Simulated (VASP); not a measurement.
```
Ru
1.0
     2.68952    0.00000    0.00000
    -1.34476    2.32920    0.00000
     0.00000    0.00000   23.37788
Ru
4
Direct
  0.66667 0.33333 0.36359
  0.33333 0.66667 0.45453
  0.66667 0.33333 0.54510
  0.33333 0.66667 0.63300
```

Not relaxed (largest force 0.7 eV/Å).

Level of theory: Kohn-Sham DFT of a periodic cell, PBEsol, VASP PAW PBE potentials, recommended in VASP 6.6.1.

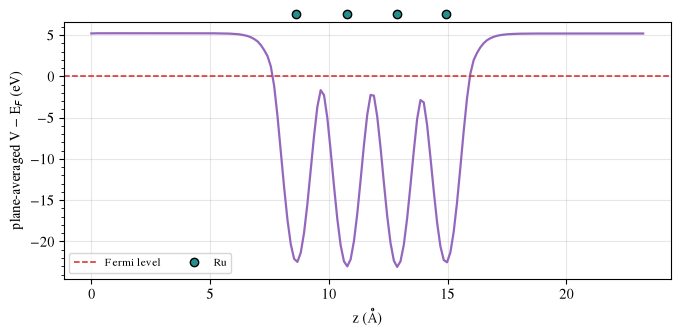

Ru (slab). Plane average of the electrostatic potential energy of an electron across the slab. Circles mark the heights of the atoms.

Question: How far above the Fermi level of the calculation is the vacuum level?

Answer: 5.2 eV.

Question: What are the slab's thickness and the vacuum gap?

Answer: The outermost nuclei are 6.3 Å apart, in 4 atomic planes; the vacuum between periodic images is 17.1 Å wide.
